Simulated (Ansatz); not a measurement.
A series of calculations on TaN

## 1. Relaxation

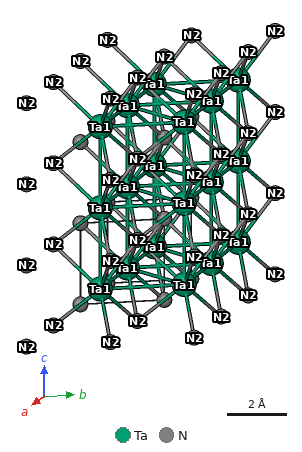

Solid TaN (set up in P-6m2), before the relaxation. Style: ball-and-stick. Shown: the cell of the calculation, repeated 3 × 2 × 3 with one cell outlined, slightly off an axis.

The calculation used Ansatz, DFT PBE, scalar-relativistic, plane waves, PAW.

The input:
```yaml
crystal:
  lattice:
    - [2.9379988584, 0.0, 0.0]
    - [-1.4689994292, 2.5443816477, 0.0]
    - [0.0, 0.0, 2.883]
  atoms:
    - { symbol: Ta, position: [0.3333333333, 0.6666666667, 0.5] }
    - { symbol: "N", position: [0.0, 0.0, 0.0] }
basis:
  ecutwfc: 420
kpoints:
  mp_grid: { grid: [18, 18, 14] }
hamiltonian:
  xc: pbe
scf:
  occupations: { method: gaussian, width: 0.1 }
output:
  forces: true
  stress: true
  eigenvalues: true
relax:
  adjacent_minimum: "off"
  f_tol: 0.005
  max_steps: 80
  cell: { stress_tol: 0.05 }
```

Run as
```bash
ansatz run input.yaml --threads 1 --pin off --max-ram 2560MiB --backend cpu --events-out ev --progress --plain --runs-dir out
```

Predict the outcome.

After 5 accepted moves (7 points after the start) the energy has fallen by 2.1 meV per atom. All forces vanish by symmetry, so only the cell relaxes. Pressure: 4.69 GPa at the start and 0.00 GPa at the end. At 2 points the geometry stayed and the basis and grid were re-selected for the new cell (energy shift of 0.4 meV per atom at most each time). No atom moves by more than 0.005 Å relative to the cell. The drawn cell changes as follows: a = b 2.938 → 2.950 Å (+0.4 %), c 2.883 → 2.898 Å (+0.5 %); the volume changes by +1.3 %. Near-neighbour distances that change, for instance: Ta1–Ta1 2.883 → 2.898 Å, Ta1–Ta1 (another image) 2.938 → 2.950 Å, Ta1–N2 2.226 → 2.236 Å. The space group stays P-6m2 (No. 187). The run took 2.8 min on 1 thread of Intel(R) Xeon(R) Processor @ 2.50GHz (Skylake/Cascade Lake) (shared host), peak memory 0.43 GiB.

History of the run:

```csv
step,"E − E(0), meV/atom","pressure, GPa","volume, Å³/atom",note
0,0.00,4.69,10.776,
1,-0.77,-2.41,10.999,
2,-1.55,-0.15,10.921,
3,-1.69,0.06,10.917,
4,-1.69,0.00,10.919,
5,-2.13,0.06,10.919,"same geometry, new basis"
6,-2.12,0.00,10.921,
7,-2.12,0.00,10.921,"same geometry, new basis"
```

## 2. Relaxation

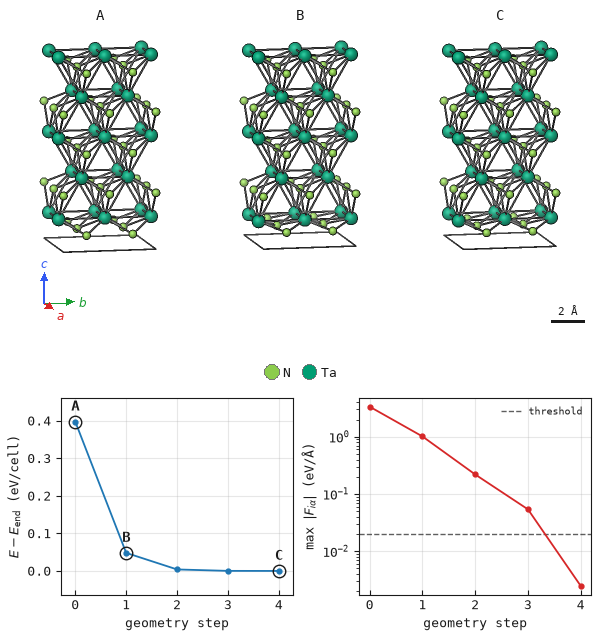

Frames of a relaxation of a slab of composition TaN (cut from the P-6m2 phase), marked on the history of the run. Style: ball-and-stick. Shown: the 2 × 2 repeat of the cell, outlined in the plane, without the vacuum, slightly off an axis.

Case: (1 0 0) slab, atoms relaxed. The slab is the (1 0 0) face of TaN.

All numbers below come from DFT PBE, scalar-relativistic, plane waves, PAW (Ansatz 0.2.0). Set-up: plane-wave cutoff 420 eV; k-point mesh 12 × 12 × 1; occupations gaussian; smearing width 0.1 eV; no spin polarisation; dipole correction; atoms relaxed in a fixed cell; force threshold 0.02 eV/Å; at most 60 steps.

Question: Describe the path.

Answer: The energy falls by 0.398 eV per cell of the calculation in 4 geometry steps. The largest force component goes from 3.3 to 0.0025 eV/Å. An N atom moves most relative to the layer's centre: 0.18 Å along the normal (+c). Largest moves by element: N 0.18 Å, Ta 0.08 Å. The cell stays as it was. Among the contacts that change: N–Ta 2.236 → 2.151 Å, N–Ta 2.236 → 2.290 Å, Ta–Ta 2.950 → 2.998 Å, N–Ta 2.236 → 2.219 Å. Bond angles that change, for instance: Ta–N–Ta 135.2° → 147.9°, Ta–N–Ta 82.5° → 86.6°, Ta–N–Ta 80.8° → 84.7°. From step 0 to 1: an N atom moves most (0.19 Å), energy −0.350 eV per cell of the calculation. From step 1 to 4: an N atom moves most (0.05 Å), energy −48.1 meV per cell of the calculation.

## 3. A change

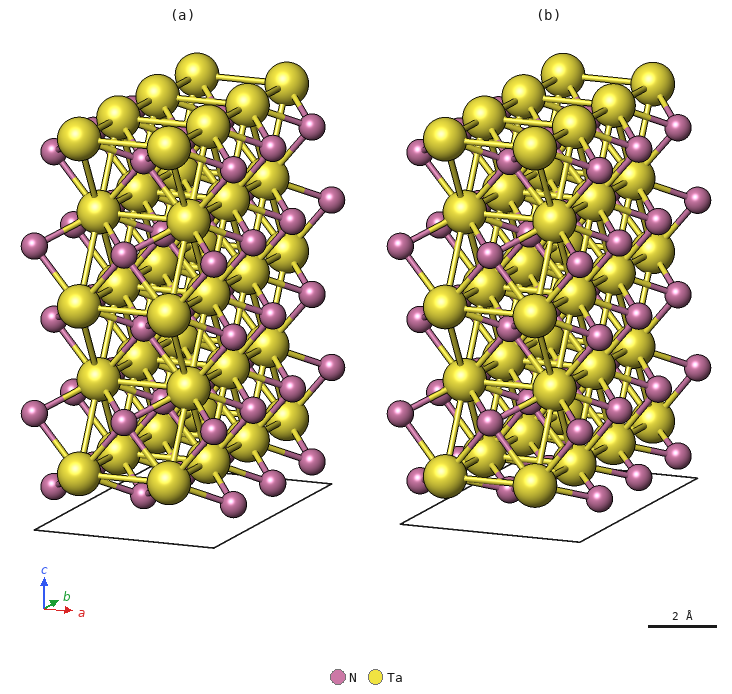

Left: a (1 0 0) slab of TaN as cut from the relaxed bulk. Right: the same structure after one change, at the same scale. The picture is a ball-and-stick view of the 2 × 3 repeat of the cell, outlined in the plane, without the vacuum, seen slightly off an axis.

Computed with DFT PBE, scalar-relativistic, plane waves, PAW in Ansatz 0.2.0. (plane-wave cutoff 420 eV; occupations gaussian; smearing width 0.1 eV; no spin polarisation) The k-mesh is chosen for each cell (12×12×13, 12×12×1).

The atoms of the slab are relaxed at the bulk's in-plane cell.

What does the change do?

The surface energy (mean of the two faces) falls from 3.09 to 2.71 J/m². The top spacing, between the Ta and N planes, goes from 0.85 to 0.87 Å (+1.8 %), the bottom one (N to Ta) from 0.85 to 0.59 Å (−30.2 %). The work function of the top face goes from 5.39 to 5.38 eV. The cell doesn't change. An N atom moves most relative to the layer's centre: 0.19 Å along the normal (+c). Largest moves by element: N 0.19 Å, Ta 0.07 Å. Some distances before and after: N–Ta 2.236 → 2.151 to 2.290 Å, Ta–Ta 2.950 → 2.944 to 2.998 Å.
